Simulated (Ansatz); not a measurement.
**Run report: Al$_{9}$H, single-point calculation**

- system: Al$_{9}$H (slab, 20 atoms in the cell)
- method: DFT PBE, scalar-relativistic, plane waves, PAW, PAW set soft_1, no spin polarisation (Ansatz 0.2.0)

The structure derives from a Materials Project entry. Figures and captions count atoms from 1; the log counts them from 0 in places.

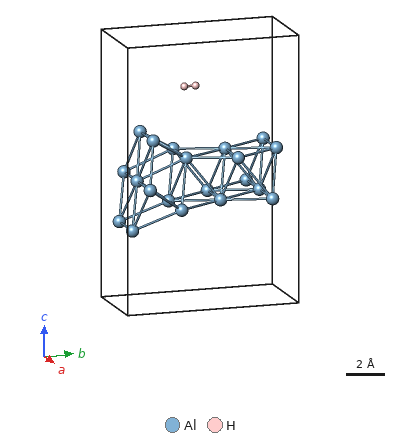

*The input geometry (ball-and-stick view of the cell of the calculation, with the vacuum cut short, seen slightly off an axis). An atom can appear more than once, as a periodic image.*

Near neighbours in the periodic cell (some may lie outside the picture): Al has 7 Al at 2.78 to 2.89 Å; Al has 9 Al at 2.78 to 2.99 Å; Al has 10 Al at 2.85 to 2.99 Å; Al has 12 Al at 2.83 to 2.93 Å; H has 1 H at 0.65 Å.

### The input
```yaml
crystal:
  lattice:
    - [5.7070863106, 0.0, 0.0]
    - [-1.4267715776, 9.701484238, 0.0]
    - [0.0, 0.0, 22.7903703519]
  atoms:
    - { symbol: Al, position: [0.2662216041, 0.0648864163, 0.1755127248] }
    - { symbol: Al, position: [0.7662216041, 0.0648864163, 0.1755127248] }
    - { symbol: Al, position: [0.3354806058, 0.3419224231, 0.2192029854] }
    - { symbol: Al, position: [0.8354806058, 0.3419224231, 0.2192029854] }
    - { symbol: Al, position: [0.1493324061, 0.5973296244, 0.2279410375] }
    - { symbol: Al, position: [0.6493324061, 0.5973296244, 0.2279410375] }
    - { symbol: Al, position: [0.4631842064, 0.8527368258, 0.2366790896] }
    - { symbol: Al, position: [0.9631842065, 0.8527368258, 0.2366790896] }
    - { symbol: Al, position: [0.0319772093, 0.1277109169, 0.2808262502] }
    - { symbol: Al, position: [0.5319772093, 0.1277109169, 0.2808262502] }
    - { symbol: Al, position: [0.0997917601, 0.4042231294, 0.3301071124] }
    - { symbol: Al, position: [0.5997917601, 0.4042231294, 0.3301071124] }
    - { symbol: Al, position: [0.4144000537, 0.6596656514, 0.3369822081] }
    - { symbol: Al, position: [0.9144000537, 0.6596656514, 0.3369822081] }
    - { symbol: Al, position: [0.2263076916, 0.9110819252, 0.344925913] }
    - { symbol: Al, position: [0.7263076916, 0.9110819252, 0.344925913] }
    - { symbol: Al, position: [0.2962427243, 0.1814072004, 0.3857054631] }
    - { symbol: Al, position: [0.7962427243, 0.1814072004, 0.3857054631] }
    - { symbol: H, position: [0.60626438, 0.3914885899, 0.4997887343] }
    - { symbol: H, position: [0.60626438, 0.4577756274, 0.4997887343] }
basis:
  ecutwfc: 420
kpoints:
  mp_grid: { grid: [5, 3, 1] }
hamiltonian:
  xc: pbe
  pseudopotentials: { kind: paw, azcp: { folder: soft_1 } }
scf:
  occupations: { method: gaussian, width: 0.1 }
output:
  forces: true
  eigenvalues: true
  write_density: true
  write_potential: true
  elf: true
  volumetric_format: npy
efield:
  axis: 3
  dipole_correction: true
  ramp_width: 0.04
```

Hardware: 1 thread of Arm Neoverse V1, 24 GiB of memory available, shared host.

Run as:
```bash
ansatz run input.yaml --threads 1 --pin off --max-ram 3072MiB --backend cpu --events-out ev --progress --plain --runs-dir out
```

### The program's output
```
Engine: ansatz 0.2.0, aarch64-unknown-linux-gnu
Pseudopotentials: kind: paw
Pseudopotential: Al, paw, valence charge 3, recommended cutoff 420 eV (normal), [file]
Pseudopotential: H, paw, valence charge 1, recommended cutoff 420 eV (normal), [file]
Functional definition: PBE
  parameter kappa = 0.804
  parameter beta = 0.06672455060314922
  exchange = pbe_x(kappa = kappa, mu = beta*pi^2/3)
  correlation = pbe_c(beta = beta)
Crystal: 20 atoms, lattice volume = 1261.839 Å³
Basis set: ecut = 420 eV, 24709 PW (Γ), exchange–correlation on 80×144×320 points (8 copies of the dense FFT grid, shifted against one another)
Bands: 48, of which v1, the nominal top of the filled ones, is band 28 counted from 1 (27 counted from 0)
Symmetry: 1 space group operations
Space group: P1 (ITA 1), of the structure as read, at distance tolerance 1.1e-4 Å
k-points: 8 of 15 (time reversal used)
Non-local potential: Al, projectors of the file, l = 0: 2, l = 1: 2, l = 2: 1
Non-local potential: H, projectors of the file, l = 0: 2, l = 1: 1
PAW form: soft (Blöchl's): semilocal exchange-correlation on the pseudo side does not see the compensation charge
PAW one-centre angular grid: Al, 110 points (default); XC on 64 Gauss nodes
PAW one-centre angular grid: H, 110 points (default); XC on 64 Gauss nodes
Initial wavefunctions: pseudopotential atomic-orbital guess
Functional: x = pbe(κ = 0.804, μ = 0.2195149727645171), c = pbe(β = 0.06672455060314922)
SCF iter   1: F=—  HF=-9704.056157 eV  |F-HF|=—  |Δ(HF+E_count)|=         —  Δρ=2.05e-2  dr2=1.56e1  ethr=3.10e-3  p=0.000 e·Å  D=4.28e-8 V/Å  ΔV_dip=-0.00 eV  dr2_dipole=6.72e-3  V_vac-E_F(+/−)=6.09/6.09 eV  ⟨swp⟩=7.5  Hψ=2327  notcnv=0  defer=1
efield: sawtooth ramp at fractional position 0.8177 (placed from the atoms, in the widest stretch of the axis that holds none; the zero of the levels goes with the place), width 0.0400; the density the first Hamiltonian is built on has a dipole p = 0.000 e·Å; the dipole correction subtracts the counter field D = 4.28e-8 V/Å, which shifts the + side's vacuum level by -0.00 eV against the − side's; the planar-averaged density in the ramp window peaks in size at 5.4e-7 e/Å³
preconditioner: auto → LDOS  [metal: Δε(μ)=0.070 eV  Ē_g=6.356 eV  σ=0.100 eV  W_gap=0.38  n_scr=98 (ndim 8)  ℏωp=7.8 eV  f_vac=0.566  D(μ)=8.62/eV (n_scr^D=22)  β→1.0]
SCF iter   2: F=—  HF=-9700.551840 eV  |F-HF|=—  |Δ(HF+E_count)|=    3.50e0  Δρ=8.34e-3  dr2=1.59e0  ethr=3.10e-3  p=0.002 e·Å  D=2.47e-4 V/Å  ΔV_dip=-0.01 eV  dr2_dipole=4.87e-5  V_vac-E_F(+/−)=4.04/4.04 eV  ⟨swp⟩=3.1  Hψ=962  notcnv=0  defer=86
SCF iter   3: F=—  HF=-9700.412460 eV  |F-HF|=—  |Δ(HF+E_count)|=   1.39e-1  Δρ=1.23e-3  dr2=1.07e-1  ethr=2.84e-3  p=0.002 e·Å  D=3.41e-4 V/Å  ΔV_dip=-0.01 eV  dr2_dipole=1.68e-6  V_vac-E_F(+/−)=4.36/4.37 eV  ⟨swp⟩=2.1  Hψ=706  notcnv=0  defer=88
SCF iter   4: F=—  HF=-9700.399208 eV  |F-HF|=—  |Δ(HF+E_count)|=   1.33e-2  Δρ=3.57e-4  dr2=2.89e-3  ethr=1.91e-4  p=0.002 e·Å  D=3.26e-4 V/Å  ΔV_dip=-0.01 eV  dr2_dipole=5.26e-6  V_vac-E_F(+/−)=4.19/4.20 eV  ⟨swp⟩=2.0  Hψ=612  notcnv=0  defer=88
SCF iter   5: F=—  HF=-9700.399772 eV  |F-HF|=—  |Δ(HF+E_count)|=   5.64e-4  Δρ=8.42e-5  dr2=3.61e-4  ethr=5.16e-6  p=0.002 e·Å  D=2.57e-4 V/Å  ΔV_dip=-0.01 eV  dr2_dipole=8.30e-6  V_vac-E_F(+/−)=4.17/4.17 eV  ⟨swp⟩=2.1  Hψ=523  notcnv=0  defer=88
SCF iter   6: F=—  HF=-9700.399822 eV  |F-HF|=—  |Δ(HF+E_count)|=   5.00e-5  Δρ=2.40e-5  dr2=1.98e-5  ethr=6.44e-7  p=0.003 e·Å  D=4.93e-4 V/Å  ΔV_dip=-0.01 eV  dr2_dipole=1.49e-6  V_vac-E_F(+/−)=4.16/4.17 eV  ⟨swp⟩=2.4  Hψ=507  notcnv=0  defer=88
SCF iter   7: F=—  HF=-9700.399771 eV  |F-HF|=—  |Δ(HF+E_count)|=   5.12e-5  Δρ=7.79e-6  dr2=2.71e-6  ethr=3.53e-8  p=0.003 e·Å  D=4.11e-4 V/Å  ΔV_dip=-0.01 eV  dr2_dipole=4.98e-7  V_vac-E_F(+/−)=4.16/4.17 eV  ⟨swp⟩=2.0  Hψ=551  notcnv=0  defer=88
SCF iter   8: F=—  HF=-9700.399772 eV  |F-HF|=—  |Δ(HF+E_count)|=   1.04e-6  Δρ=1.76e-6  dr2=1.00e-7  ethr=4.83e-9  p=0.003 e·Å  D=4.45e-4 V/Å  ΔV_dip=-0.01 eV  dr2_dipole=6.74e-9  V_vac-E_F(+/−)=4.16/4.17 eV  ⟨swp⟩=2.6  Hψ=541  notcnv=0  defer=88
SCF iter   9: F=-9700.399772 eV  HF=-9700.399772 eV  |F-HF|=1.93e-8  |Δ(HF+E_count)|=   1.75e-7  Δρ=4.55e-7  dr2=3.91e-9  ethr=1.79e-10  p=0.003 e·Å  D=4.39e-4 V/Å  ΔV_dip=-0.01 eV  dr2_dipole=3.07e-10  V_vac-E_F(+/−)=4.16/4.17 eV  ⟨swp⟩=37.9  Hψ=4255  notcnv=0
SCF 1 converged in 9 iterations: F = -9700.399772 eV  dr2 = 3.91e-9
  greatest PAW one-centre occupation: 0.491 electrons in one spin orbital (limit 2), on the Al atom at site 0 (counted from 0), in its partial waves of l = 0
```

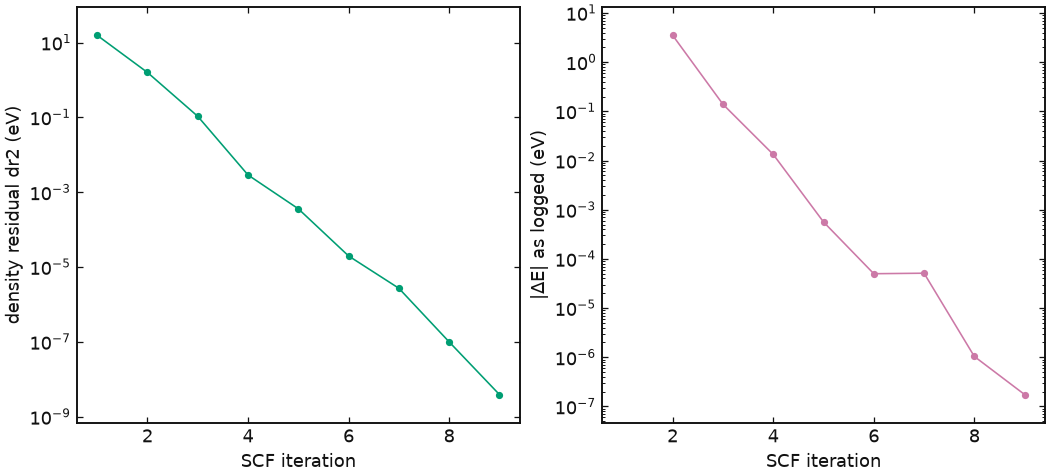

*Convergence of the self-consistent field: density residual dr2 and size of the energy change against the SCF iteration.*

The residual falls at every step.

```
WARN: The output density's exchange-correlation potential varies sharply where the density is thin. Do not read a vacuum level from v_tot or v_xc, or from such a field of the output density. On a cell that repeats whose density bears no net charge and no dipole along the vacuum's axis use v_es (v_loc + v_h of the components); under efield.dipole_correction with no amplitude use v_es + v_field, which holds any external_charges[].barrier, or the levels of the report's work_function block, which leave it out; under a non-zero efield.amplitude the vacuum is tilted and has no level; on a cell that repeats and bears such a dipole with no correction it is tilted too, and efield.dipole_correction with no amplitude gives each side of its ramp a level where efield: is served; in a cell that repeats whose density bears a net charge (total_charge, or a fill off its count) it is curved and has none; of a slab under crystal.periodic whose density bears no net charge use v_es, which has a level on each side, short of where the two are joined; of another it falls or rises all the way out and has none; of a slab beside external_charges read slab_vacuum_level instead, which it has where they leave it neutral. The grid or the basis barely resolves most such structure, and the values can differ between equally converged runs; as a rule a tighter scf.convergence.dr2_threshold does not remove it. Where the density itself ripples (under the LDA too) a higher basis.ecutwfc lessens it. The files hold the spikes' plane waves up to the density's cutoff. Files: v_tot_of_output_density and the like, and their columns of v_z.tsv (output.write_potential); v_xc_of_output_density and the like, and their columns of v_comp_z.tsv (output.write_potential_components). Measured: with its Gaussian average of σ = 0.25 Å subtracted twice, the exchange-correlation potential is over 0.1 eV at 340 of the grid points where the equally averaged density (valence and model cores) is under 1e-3 e/Å³, and 0.301 eV at the most among them, at an averaged density of 9.6e-4 e/Å³. The input density's (outcome.potential() and, of a run that writes arrays, v_tot and v_xc) is over 0.1 eV, so measured, at 280 points of its own thin density, 0.301 eV at the most. See output.write_potential in the manual, Limitations
SCF converged after 9 iterations
Free energy (F): -9700.399772 eV
Harris-Foulkes:  -9700.399772 eV  (|F-HF|=1.93e-8)
Internal energy: -9700.353469 eV  (E = F + TS)
E sigma→0 (E₀):  -9700.376621 eV
Entropy (-TS):   -0.046302 eV (-2.315 meV/atom)
Fermi energy:    -1.204712 eV
Dipole field:    D = 0.000449 V/Å  (p = 0.003129 e·Å, saw-weighted, corrected)
Work function:   Φ+ = 4.1580 eV   Φ− = 4.1682 eV
Levels:          The Fermi level and band energies are counted from a zero that moves with the ramp; work functions are not
--- Per-component energies (eV) ---
  E_band       = -294.660043
  E_kinetic    = 398.363502
  E_local      = -10236.545945  (includes V_loc(G=0)·N_el)
  E_nonlocal   = 184.291698
  E_hartree    = 4971.820128
  E_xc         = -675.772009
  E_vxc        = -520.337081  (∫ρ·V_xc dr)
  E_paw        = -8449.617846  (= ΣΔE_a)
  E_vpaw       = -64.096192  (= ΣTr[D̂ρ^β])
  E_aug_tail   = -0.002596  (compensation charges beyond the density's cutoff)
  E_efield     = 0.000001  (sawtooth field / dipole correction)
  E_vefield    = 0.027427  (∫n·V_field dr)
  E_ewald      = 4107.109597
  E_smearing   = -0.046302  (= −TS)
  E_closure    = -0.000000  (closes the sum)
  Σ components = -9700.399772   (vs F -9700.399772, Δ=0.00e0)
--- Forces (eV/Å), atoms counted from 1 ---
  atom   1  Al    -0.00639578     0.15229655     0.03202384
  atom   2  Al    -0.00780531     0.15253474     0.03219768
  atom   3  Al     0.00789320     0.03519300     0.06415931
  atom   4  Al     0.00047845     0.03538987     0.06282065
  atom   5  Al     0.00113174    -0.07380711     0.03082278
  atom   6  Al    -0.00055119    -0.07575176     0.02894474
  atom   7  Al     0.00422369    -0.09942556    -0.12041654
  atom   8  Al     0.00512098    -0.09866960    -0.11895416
  atom   9  Al     0.00103320     0.00947409    -0.00038898
  atom  10  Al     0.00105961     0.00868576    -0.00558028
  atom  11  Al     0.00172882    -0.01084664     0.00073444
  atom  12  Al     0.00016082    -0.01298322    -0.00909826
  atom  13  Al    -0.00308743    -0.01217343    -0.00279328
  atom  14  Al    -0.00379926    -0.01183370    -0.00319533
  atom  15  Al    -0.00208405     0.00080971    -0.00212955
  atom  16  Al    -0.00309043     0.00222250    -0.00197109
  atom  17  Al     0.00198908    -0.01040349    -0.00664432
  atom  18  Al     0.00207092    -0.01235419    -0.00710060
  atom  19  H      0.70817895    -4.81283499     0.00682343
  atom  20  H     -0.70825875     4.83449169     0.01972117
  max |Σ_I F_I| component: 2.44e-5 eV/Å
--- Band table (eV; the first three rows and the last of 8) ---
  k-point 0: bands = ["-11.2655", "-9.7263", "-9.6276", "-8.9856", "-8.0209", "-7.1686", "-7.1336", "-6.7589", "-6.7070", "-6.0058", "-5.8259", "-5.7212", "-5.1386", "-5.0475", "-4.6306", "-4.5410", "-4.5170", "-4.3435", "-3.5343", "-3.4599", "-3.3936", "-3.1686", "-2.8626", "-2.6969", "-2.3227", "-2.2833", "-2.1434", "-1.8287", "-1.7880", "-1.4710", "-1.0960", "-0.2815", "0.0469", "0.3120", "0.4083", "0.4599", "0.6489", "0.7879", "0.8436", "0.8644", "1.2595", "1.2705", "1.3154", "1.4500", "1.7223", "2.2332", "2.2544", "2.3415"]
  k-point 1: bands = ["-11.1147", "-10.5064", "-8.9270", "-8.4910", "-8.0419", "-7.8178", "-6.9645", "-6.8105", "-6.6062", "-6.2143", "-6.1080", "-5.5774", "-5.5101", "-5.0280", "-4.5930", "-4.5033", "-4.4447", "-3.9181", "-3.8741", "-3.5716", "-3.3411", "-3.0587", "-2.7377", "-2.6266", "-2.4419", "-2.1523", "-1.5551", "-1.4477", "-1.2252", "-0.9936", "-0.9823", "-0.6071", "-0.4852", "-0.4347", "-0.2363", "0.1650", "0.3030", "0.6405", "0.6830", "1.0518", "1.1403", "1.2520", "1.5994", "1.6130", "2.0634", "2.0827", "2.2790", "2.4877"]
  k-point 2: bands = ["-11.0812", "-9.6533", "-9.3357", "-8.8048", "-8.3470", "-8.0149", "-7.3778", "-7.1071", "-6.8343", "-6.2209", "-6.0915", "-5.5544", "-5.1935", "-4.8242", "-4.7887", "-4.6334", "-4.1352", "-3.8615", "-3.4846", "-3.3942", "-2.9656", "-2.8613", "-2.8123", "-2.6804", "-2.5138", "-2.2512", "-2.0363", "-1.5843", "-1.1881", "-1.0568", "-0.6130", "-0.5139", "-0.1994", "-0.1297", "0.0709", "0.2154", "0.6043", "0.7542", "0.9570", "1.3525", "1.3855", "1.6125", "1.8137", "1.9814", "2.0078", "2.2722", "2.6156", "2.6890"]
  k-point 7: bands = ["-10.4677", "-9.5826", "-9.3986", "-9.0782", "-8.2800", "-8.1393", "-8.0008", "-7.2864", "-6.9785", "-6.4564", "-6.2061", "-6.0631", "-5.8644", "-5.6106", "-4.9288", "-4.3124", "-3.7786", "-3.4592", "-3.3759", "-3.1684", "-2.8159", "-2.6881", "-2.4816", "-2.2082", "-1.7729", "-1.4044", "-1.1563", "-1.0539", "-0.8077", "-0.6787", "-0.2514", "-0.0700", "0.0214", "0.0859", "0.0902", "0.2499", "0.6127", "0.8487", "1.1610", "1.2251", "1.2865", "1.4058", "1.5076", "1.9786", "2.0226", "2.1737", "2.1949", "2.4091"]
```

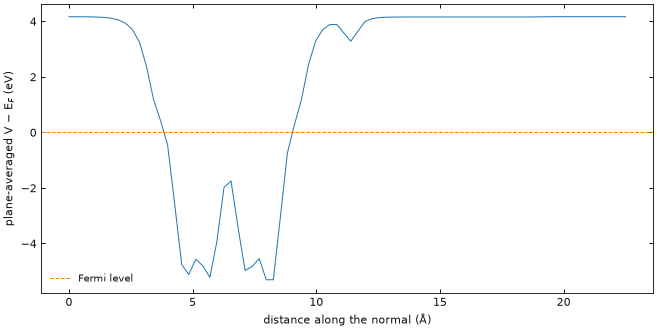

*Plane average of the electrostatic potential energy of an electron across the cell, from the Fermi level.*

The vacuum level lies 4.16 eV above the Fermi level.

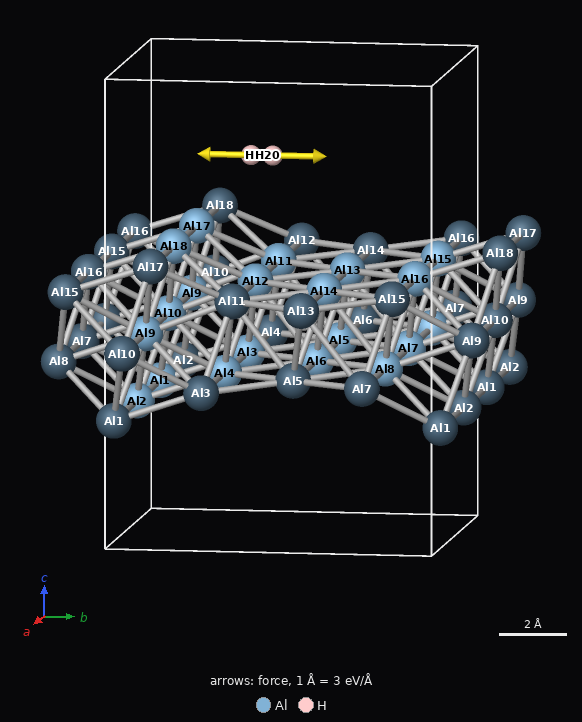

*Forces on the atoms as yellow arrows (ball-and-stick view of the cell of the calculation, with the vacuum cut short, seen slightly off an axis; neighbours outside the cell are drawn fainter; atoms are numbered from 1 in the order of the input); the smallest are left out.*

The largest act on H20 (4.89 eV/Å); H19 (4.86 eV/Å). The geometry is not a stationary point of this energy.

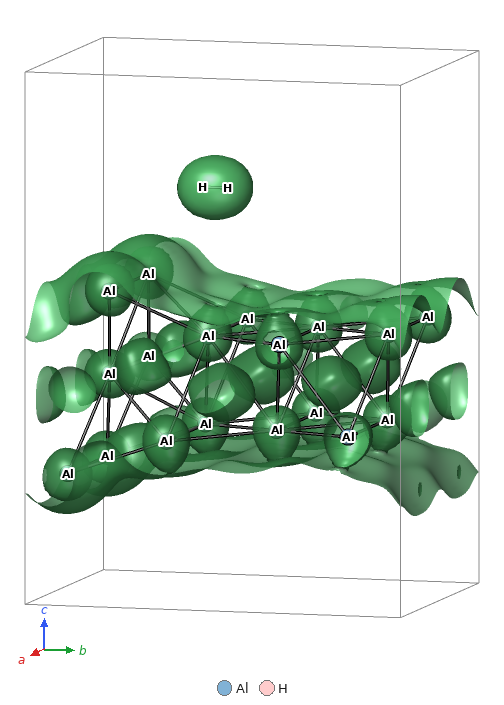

*Isosurface of the valence charge density (pseudo) at 0.15 e/Å³ (green), seen slightly off an axis. Sticks mark near contacts.*

At this value the density is joined into sheets; it holds about 70 % of the electrons treated as valence. On the grid the lowest density along these lines, outside the cores, is 2.2 e/Å³ (H–H, 0.65 Å), 0.23 e/Å³ (Al–Al, 2.78 Å), 0.21 e/Å³ (Al–Al, 2.83 Å) and 0.2 e/Å³ (Al–Al, 2.88 Å). The fields are those of the smooth PAW valence density.

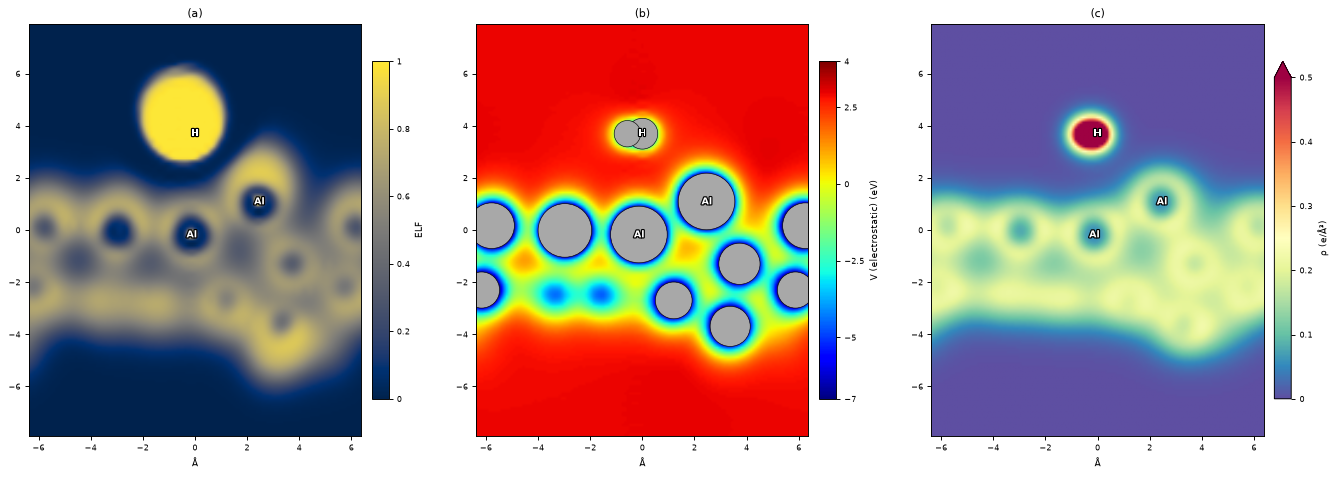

*(a) electron localisation function; (b) electrostatic potential (local pseudopotential plus Hartree) felt by an electron; (c) valence electron density on the (110) plane of the calculation cell, a cut from vacuum to vacuum. Grey discs, where drawn, cover atomic cores.*

Al–Al (2.89 Å): ρ is about 0.19 e/Å³ halfway; the ELF is about 0.65 at the midpoint; no localised pair between them. The density dies away to nearly zero in the vacuum.

### Summary

| quantity | value |
| --- | --- |
| outcome | converged |
| electrons treated | 56 |
| free energy | −9700.3998 eV |
| work function, top face | 4.16 eV |
| work function, bottom face | 4.17 eV |
| Fermi energy | −1.205 eV |
| gap on the k-point mesh | none (metallic) |
| work function (upper face) | 4.16 eV |
| largest force (length of the vector) | 4.886 eV/Å |
| wall time | 1.7 min |
| peak memory | 1.1 GiB |

Warnings of the run: the exchange-correlation potential is rough where the density is thin.
